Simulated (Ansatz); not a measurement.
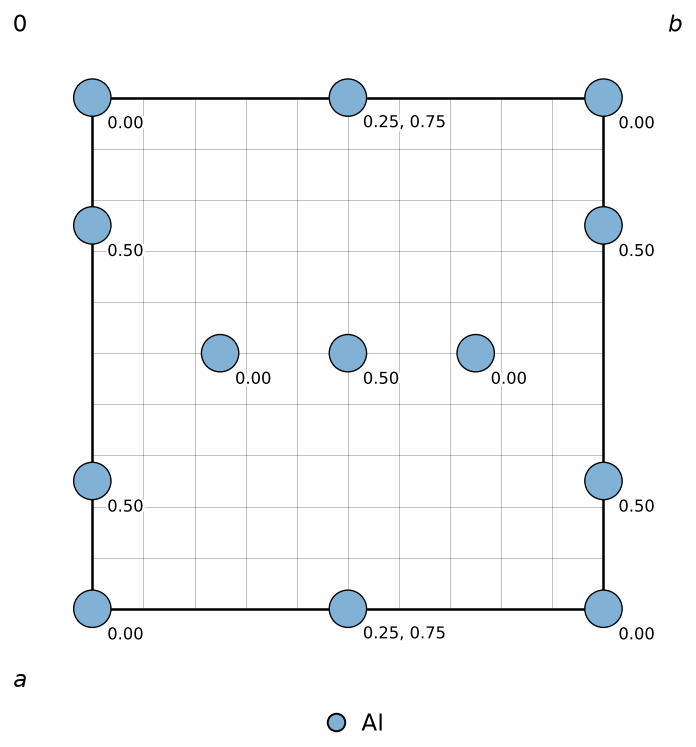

Plan of a unit cell projected along c (a down the page, b across); the numbers are heights as fractions of c, and atoms on the cell's edges are repeated. The grid marks tenths of a and b. Source: the end point of a relaxation with DFT, LDA (PW92), plane waves (420 eV) with PAW, scalar-relativistic in Ansatz 0.2.0; the starting structure was generated, so it need not be a known form of this composition. All values are computed from the atomic coordinates in the standard setting (tolerance 0.002 Å).

a = 5.064 Å, b = 5.064 Å, c = 5.064 Å, α = 90.00°, β = 90.00°, γ = 90.00°.

Q: What does the cell contain?

A: 8 Al: Al, Z = 8.

Q: Give the fractional coordinates of all atoms, to two places.

A:
```csv
atom,x,y,z
Al,0.00,0.00,0.00
Al,0.50,0.50,0.50
Al,0.25,0.00,0.50
Al,0.75,0.00,0.50
Al,0.50,0.25,0.00
Al,0.50,0.75,0.00
Al,0.00,0.50,0.25
Al,0.00,0.50,0.75
```
